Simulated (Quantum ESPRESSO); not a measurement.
# Single-point calculation, with input and output: Al₂O₃ (part 2 of 2)

Al₂O₃ (5 atoms in the cell); Kohn-Sham DFT of a periodic cell, LDA, GBRV 1.5 LDA, no spin polarisation (Quantum ESPRESSO 7.5); cutoff 612.26 eV, 10×10×4 k-mesh, fermi-dirac of 0.05 eV. The structure derives from a Materials Project entry. The volume is scaled by 1.04.

Geometry of the input (Å; fractional positions):
```
3.0572  0.0000  0.0000
-1.5286  2.6476  0.0000
0.0000  0.0000  7.6743
Al 0.0000  0.0000  0.7220
Al 0.0000  0.0000  0.2780
O  0.0000  0.0000  0.5000
O  0.6667  0.3333  0.8005
O  0.3333  0.6667  0.1995
```

The program's output, continued
```
   -14.3034 -14.2306 -11.9380  -2.1980  -1.6663  -0.4845   0.1383   0.2069
     0.5710   1.6060   2.8089   3.9226   9.0885   9.4604  10.8539  12.6831
    14.0972  14.5330  16.0685

          k = 0.0000 0.3464-0.1992 (  2128 PWs)   bands (ev):

   -14.2729 -14.2620 -11.9370  -2.1816  -1.6417  -0.5836   0.1627   0.1817
     0.6574   1.4935   2.9269   3.9239   8.9458   9.5815  10.7769  12.9074
    13.7450  14.5373  16.0617

          k = 0.0000 0.4619 0.0000 (  2150 PWs)   bands (ev):

   -14.0661 -14.0064 -11.8404  -2.7331  -2.4249  -0.1088  -0.0314   0.0709
     0.5004   1.4604   2.5693   3.8095   8.7879   9.9237  11.6594  12.2485
    13.7983  14.3981  15.0714

          k = 0.0000 0.4619 0.0996 (  2142 PWs)   bands (ev):

   -14.0503 -14.0227 -11.8398  -2.7877  -2.3547  -0.2071  -0.0185   0.0573
     0.6954   1.3429   2.5555   3.8110   9.0223   9.6659  11.5080  12.3507
    14.1880  14.1960  15.1656

          k = 0.0000 0.4619-0.1992 (  2136 PWs)   bands (ev):

   -14.0483 -14.0246 -11.8402  -2.8025  -2.3175  -0.2194   0.0103   0.0276
     0.6550   1.2908   2.6608   3.8126   9.0798   9.6225  11.1481  12.8510
    13.7038  14.3464  15.3765

          k = 0.0000-0.5774 0.0000 (  2128 PWs)   bands (ev):

   -13.9507 -13.9358 -11.8036  -2.9557  -2.6800  -0.0905  -0.0611   0.0167
     0.7336   1.2111   2.5253   3.7672   8.5754  10.0800  11.8646  12.6113
    13.3044  14.2401  14.8767

          k = 0.0000-0.5774 0.0996 (  2140 PWs)   bands (ev):

   -13.9554 -13.9309 -11.8040  -3.0059  -2.6157  -0.0757  -0.0644   0.0010
     0.7620   1.1345   2.5583   3.7690   8.7376   9.8415  11.8311  12.4553
    13.6606  14.1911  15.0164

          k = 0.0000-0.5774-0.1992 (  2160 PWs)   bands (ev):

   -13.9586 -13.9275 -11.8044  -3.0435  -2.5635  -0.0743  -0.0462  -0.0295
     0.8616   0.9917   2.5926   3.7707   8.9982   9.5171  11.7449  12.4302
    13.9440  14.1489  15.1582

          k = 0.1000 0.1732 0.0000 (  2136 PWs)   bands (ev):

   -14.6731 -14.5075 -12.0978  -1.5797  -0.4767  -0.1160   0.0414   0.3814
     0.3990   1.9523   3.4984   4.0726   7.5735   9.0489  11.1711  13.0916
    14.5276  14.9860  15.6069

          k = 0.1000 0.1732 0.0996 (  2122 PWs)   bands (ev):

   -14.6505 -14.5327 -12.0940  -1.6088  -0.4666  -0.3124   0.3272   0.3913
     0.4511   1.7567   3.5515   4.0710   7.7398   8.7923  11.4181  12.8051
    14.5661  14.7870  16.1662

          k = 0.1000 0.1732-0.1992 (  2128 PWs)   bands (ev):

   -14.6024 -14.5836 -12.0902  -1.6371  -0.4273  -0.4258   0.3733   0.3778
     0.7223   1.4985   3.5982   4.0691   8.0402   8.4168  11.7592  12.4265
    14.6060  14.6956  16.1683

          k = 0.1000 0.2887 0.0000 (  2128 PWs)   bands (ev):

   -14.4252 -14.2944 -11.9831  -1.8946  -1.3249  -0.3060   0.0326   0.1570
     0.2527   1.8494   3.0153   3.8897   8.7401   9.6293  11.0344  12.5423
    13.8823  15.3051  15.7151

          k = 0.1000 0.2887 0.0996 (  2130 PWs)   bands (ev):

   -14.4056 -14.3158 -11.9808  -1.8996  -1.2828  -0.5266   0.0787   0.1360
     0.5265   1.6914   3.0535   3.8871   8.8238   9.5833  10.8800  12.7370
    13.9781  14.7141  16.3234

          k = 0.1000 0.2887-0.1992 (  2130 PWs)   bands (ev):

   -14.3657 -14.3572 -11.9788  -1.8786  -1.2599  -0.6549   0.0922   0.1116
     0.7181   1.5328   3.1409   3.8809   8.8639   9.4250  11.0354  12.6853
    13.9450  14.5452  16.4195

          k = 0.1000 0.4041 0.0000 (  2142 PWs)   bands (ev):

   -14.1522 -14.0697 -11.8700  -2.4406  -2.0882  -0.3029  -0.1903   0.0820
     0.3893   1.6151   2.6895   3.7184   9.2965   9.9122  11.2722  12.3884
    13.7655  14.7766  15.3451

          k = 0.1000 0.4041 0.0996 (  2145 PWs)   bands (ev):

   -14.1360 -14.0867 -11.8689  -2.4828  -2.0259  -0.3893  -0.1702  -0.0070
     0.6258   1.5044   2.6864   3.7161   9.5438   9.7235  11.0789  12.4798
    14.0773  14.5351  15.4851

          k = 0.1000 0.4041-0.1992 (  2130 PWs)   bands (ev):

   -14.1184 -14.1046 -11.8687  -2.4854  -1.9972  -0.4344  -0.1380  -0.0599
     0.6755   1.4223   2.7894   3.7077   9.3633   9.9618  10.8524  12.8004
    13.7889  14.4467  15.7322

          k = 0.1000 0.5196 0.0000 (  2143 PWs)   bands (ev):

   -13.9614 -13.9306 -11.8020  -2.8119  -2.5342  -0.3923  -0.3369   0.1400
     0.6743   1.2842   2.5805   3.6186   8.9617  10.3321  11.7670  12.6024
    13.4732  14.2273  14.9403

          k = 0.1000 0.5196 0.0996 (  2140 PWs)   bands (ev):

   -13.9525 -13.9396 -11.8020  -2.8671  -2.4669  -0.4341  -0.3031   0.1101
     0.7942   1.1839   2.5752   3.6148   9.1463  10.0703  11.9458  12.2285
    13.9865  14.1868  15.0229

          k = 0.1000 0.5196-0.1992 (  2140 PWs)   bands (ev):

   -13.9588 -13.9330 -11.8024  -2.8951  -2.4239  -0.4642  -0.2738   0.1231
     0.7689   1.1369   2.6306   3.6075   9.3306   9.8354  11.6640  12.5452
    13.9315  14.2643  15.2627

          k = 0.2000 0.3464 0.0000 (  2146 PWs)   bands (ev):

   -14.1853 -14.0943 -11.8810  -2.2413  -1.8467  -0.4649  -0.4206   0.0621
     0.3552   1.6829   2.8033   3.5873   9.8717  10.0396  10.7234  12.7181
    13.5436  15.0993  15.5336

          k = 0.2000 0.3464 0.0996 (  2138 PWs)   bands (ev):

   -14.1724 -14.1080 -11.8801  -2.2535  -1.8125  -0.5089  -0.4048  -0.0718
     0.5522   1.5884   2.8590   3.5717   9.7454  10.1750  10.7232  12.6346
    13.7229  14.8122  15.7930

          k = 0.2000 0.3464-0.1992 (  2124 PWs)   bands (ev):

   -14.1421 -14.1389 -11.8792  -2.2642  -1.7787  -0.5530  -0.3811  -0.1626
     0.7174   1.4770   2.9141   3.5535   9.6718  10.2585  10.7229  12.5646
    13.9832  14.4713  16.1393

          k = 0.2000 0.4619 0.0000 (  2140 PWs)   bands (ev):

   -13.9734 -13.9275 -11.7996  -2.5027  -2.2096  -0.8867  -0.8217   0.3015
     0.5359   1.3921   2.6993   3.3403   9.8677  10.7049  11.1239  13.0131
    13.6176  14.3417  14.9216

          k = 0.2000 0.4619 0.0996 (  2140 PWs)   bands (ev):

   -13.9643 -13.9368 -11.7993  -2.5486  -2.1549  -0.9189  -0.7883   0.2059
     0.6898   1.3316   2.6925   3.3228   9.9624  10.6218  11.1291  12.7372
    14.0245  14.6286  14.8847

          k = 0.2000 0.4619-0.1992 (  2136 PWs)   bands (ev):

   -13.9572 -13.9439 -11.7994  -2.5703  -2.1243  -0.9411  -0.7622   0.1798
     0.7330   1.2847   2.7349   3.2921  10.0103  10.4958  11.1991  12.7417
    14.1445  14.4182  15.5302

          k = 0.2000 0.5774 0.0000 (  2140 PWs)   bands (ev):

   -13.8813 -13.8688 -11.7690  -2.5948  -2.3414  -1.0645  -0.9756   0.3628
     0.8024   1.1128   2.6753   3.2523   9.7020  10.8447  11.7672  13.1741
    13.2385  14.1589  14.7337

          k = 0.2000 0.5774 0.0996 (  2147 PWs)   bands (ev):

   -13.8827 -13.8673 -11.7691  -2.6469  -2.2837  -1.1047  -0.9321   0.3736
     0.8249   1.0849   2.6656   3.2290   9.8154  10.6728  11.8157  12.7741
    13.9171  14.1896  14.9280

          k = 0.2000 0.5774-0.1992 (  2138 PWs)   bands (ev):

   -13.8839 -13.8661 -11.7692  -2.6859  -2.2393  -1.1321  -0.9000   0.3736
     0.9007   1.0117   2.6600   3.2035   9.9834  10.4576  11.8540  12.6421
    14.2249  14.4485  15.2608

          k = 0.3000 0.5196 0.0000 (  2140 PWs)   bands (ev):

   -13.8557 -13.8413 -11.7558  -2.3063  -2.0469  -1.5411  -1.4589   0.6084
     0.6900   1.0679   2.7787   3.0135  10.4712  10.7503  11.5223  13.6180
    13.6910  13.8589  14.4602

          k = 0.3000 0.5196 0.0996 (  2151 PWs)   bands (ev):

   -13.8542 -13.8429 -11.7558  -2.3620  -2.0032  -1.5581  -1.4197   0.5672
     0.7588   1.0670   2.7547   2.9761  10.4708  10.7952  11.4813  13.3070
    14.0447  14.2965  14.6311

          k = 0.3000 0.5196-0.1992 (  2152 PWs)   bands (ev):

   -13.8520 -13.8451 -11.7557  -2.4044  -1.9743  -1.5703  -1.3828   0.5339
     0.8287   1.0568   2.7341   2.9347  10.4706  10.8449  11.4355  13.2029
    14.4132  14.6459  15.1826

          k = 0.0000 0.1155-0.0996 (  2132 PWs)   bands (ev):

   -14.7922 -14.6611 -12.1639  -1.6482   0.0560   0.1858   0.3891   0.5344
     0.5507   1.7349   3.9433   4.1804   6.9618   8.1770  11.5314  13.0135
    14.9356  15.3939  15.7763

          k = 0.0000 0.2309-0.0996 (  2124 PWs)   bands (ev):

   -14.5860 -14.4725 -12.0630  -1.6393  -0.7692  -0.4327   0.3530   0.3562
     0.3907   1.7682   3.3963   4.0642   7.9988   8.9543  11.5584  12.4397
    14.3375  14.9197  16.0775

          k = 0.0000 0.3464-0.0996 (  2139 PWs)   bands (ev):

   -14.3106 -14.2229 -11.9390  -2.1496  -1.7091  -0.4159   0.1437   0.2012
     0.3738   1.6613   2.9279   3.9231   8.8421   9.5329  11.1768  12.4905
    13.6854  14.8682  15.7510

          k = 0.0000 0.4619-0.0996 (  2142 PWs)   bands (ev):

   -14.0652 -14.0072 -11.8409  -2.7551  -2.3814  -0.1098  -0.0161   0.0547
     0.4463   1.4117   2.6744   3.8112   8.8173   9.9162  11.2053  12.9676
    13.3417  14.3814  15.2701

          k =-0.1000 0.2887-0.0996 (  2130 PWs)   bands (ev):

   -14.4082 -14.3129 -11.9812  -1.8730  -1.3112  -0.4865   0.0504   0.1412
     0.4569   1.7190   3.1092   3.8838   8.7630   9.4951  11.2022  12.4663
    13.8548  14.9240  16.0737

          k =-0.1000 0.4041-0.0996 (  2145 PWs)   bands (ev):

   -14.1449 -14.0773 -11.8698  -2.4456  -2.0584  -0.3483  -0.1731   0.0224
     0.4503   1.5432   2.7940   3.7103   9.2106  10.0442  11.0158  12.8177
    13.4442  14.6341  15.5768

          k =-0.1000 0.5196-0.0996 (  2140 PWs)   bands (ev):

   -13.9649 -13.9269 -11.8025  -2.8510  -2.4805  -0.4355  -0.2963   0.1696
     0.6205   1.2532   2.6335   3.6119   9.0668  10.1679  11.5956  12.8709
    13.4245  14.2334  15.1406

          k =-0.2000 0.4619-0.0996 (  2140 PWs)   bands (ev):

   -13.9700 -13.9308 -11.7996  -2.5317  -2.1716  -0.9176  -0.7897   0.2733
     0.5716   1.3588   2.7377   3.3123   9.8998  10.5869  11.2004  13.0242
    13.6270  14.3801  15.2156

     the Fermi energy is     5.2440 ev

!    total energy              =    -110.73128686 Ry
     estimated scf accuracy    <          9.8E-10 Ry
     smearing contrib. (-TS)   =      -0.00000000 Ry
     internal energy E=F+TS    =    -110.73128686 Ry

     The total energy is F=E-TS. E is the sum of the following terms:
     one-electron contribution =     -45.78719837 Ry
     hartree contribution      =      36.40021974 Ry
     xc contribution           =     -30.30750443 Ry
     ewald contribution        =     -71.03680380 Ry

     convergence has been achieved in  10 iterations

     Forces acting on atoms (cartesian axes, Ry/au):

     atom    1 type  1   force =     0.00000000   -0.00000000   -0.01822938
     atom    2 type  1   force =     0.00000000   -0.00000000    0.01822938
     atom    3 type  2   force =     0.00000000    0.00000000    0.00000000
     atom    4 type  2   force =     0.00000000   -0.00000000   -0.02664657
     atom    5 type  2   force =     0.00000000   -0.00000000    0.02664657

     Total force =     0.045659     Total SCF correction =     0.000090

     Computing stress (Cartesian axis) and pressure

          total   stress  (Ry/bohr**3)                   (kbar)     P=     -126.74
  -0.00084497  -0.00000000   0.00000000         -124.30       -0.00        0.00
  -0.00000000  -0.00084497   0.00000000           -0.00     -124.30        0.00
   0.00000000   0.00000000  -0.00089476            0.00        0.00     -131.62

=------------------------------------------------------------------------------=
   JOB DONE.
=------------------------------------------------------------------------------=
```

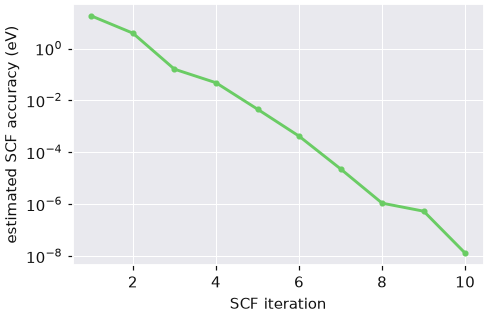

Convergence of the self-consistent field: estimated SCF accuracy against the iteration. The field takes 10 iterations in all.

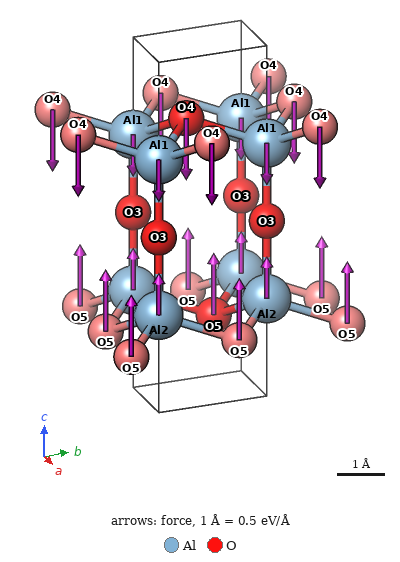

Forces on the atoms as pink arrows (ball-and-stick view of the cell of the calculation, seen slightly off an axis; neighbours outside the cell are drawn fainter; atoms are numbered from 1 in the order of the input). The largest act on O4, O5 (0.69 eV/Å); Al1, Al2 (0.47 eV/Å). The geometry is not a stationary point of this energy.

Key numbers

```csv
quantity,value
outcome,converged
space group (tolerance 0.01 Å),P-3m1 (164)
electrons treated,24
free energy,−1506.5759 eV
Fermi energy,5.244 eV
gap on the k-point mesh,1.93 eV
pressure,−12.67 GPa
largest force (length of the vector),0.685 eV/Å
wall time,18 s (CPU time 36 s)
peak memory,0.28 GiB
```

The cell is under a tension of 12.7 GPa at this level, so it is not at its equilibrium volume.
